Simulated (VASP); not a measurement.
System: AlAu$_{2}$.

Input file:

```
SYSTEM = AlAu2
  PREC = Accurate
  ENCUT = 520
  EDIFF = 1E-7
  ISMEAR = -1
  SIGMA = 0.05
  LREAL = .FALSE.
  LASPH = .TRUE.
  NELM = 100
  ALGO = Normal
  ISIF = 2
  LWAVE = .FALSE.
  LCHARG = .TRUE.
  GGA = PS
  LELF = .TRUE.
  LVHAR = .TRUE.
  NBANDS = 20
```

Command:

```sh
cat potpaw_PBE.64/Au/POTCAR potpaw_PBE.64/Al/POTCAR > POTCAR
mpirun -np 1 vasp_std > vasp.out
```

Below, planes, directions and counts refer to the conventional cell (a = 3.34 Å, b = 3.34 Å, c = 4.99 Å, α = 109.55°, β = 109.55°, γ = 90.00°).

Space group P1; a structure from a database of computed crystals, not necessarily the ambient phase; changed on purpose from its base cell (atoms moved at random by about 0.05 A); not relaxed (largest force 0.5 eV/Å); computed pressure about −3 GPa in this cell.

These are results of Kohn-Sham DFT of a periodic cell, PBEsol, VASP PAW PBE potentials, recommended (VASP 6.6.1), not measurements.

### What can the converged valence pseudo-density and electron localisation function tell about the bonding?

Al–Au (2.73 Å): the density is about 0.31 e/Å³ at the midpoint; the ELF is about 0.45 at the midpoint.
Au–Au (2.82 Å): ρ is about 0.32 e/Å³ halfway; the ELF is about 0.25 at the midpoint; no localised pair shows between them.
Al–Au (2.79 Å): ρ at the midpoint is about 0.28 e/Å³; the ELF is about 0.45 at the midpoint.
Au–Au (2.85 Å): ρ at the midpoint is about 0.3 e/Å³; the ELF is about 0.25 at the midpoint (no shared electron pair shows on this line).

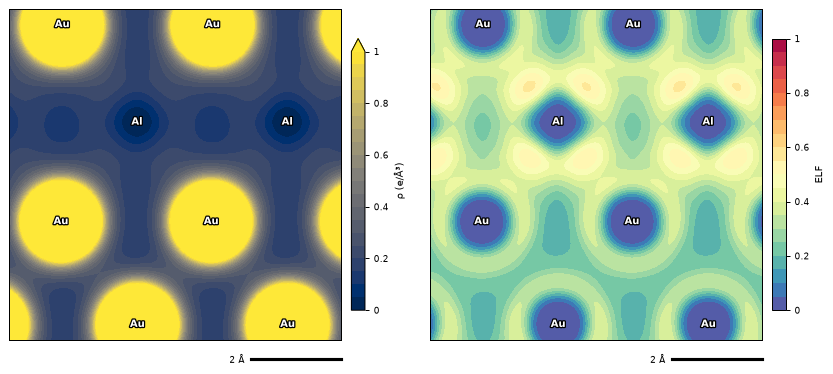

Computed valence pseudo-density and electron localisation function on the (101) plane of the conventional cell, in this order. 

In a PAW calculation such maps are meaningful between the atoms, not at the nuclei.
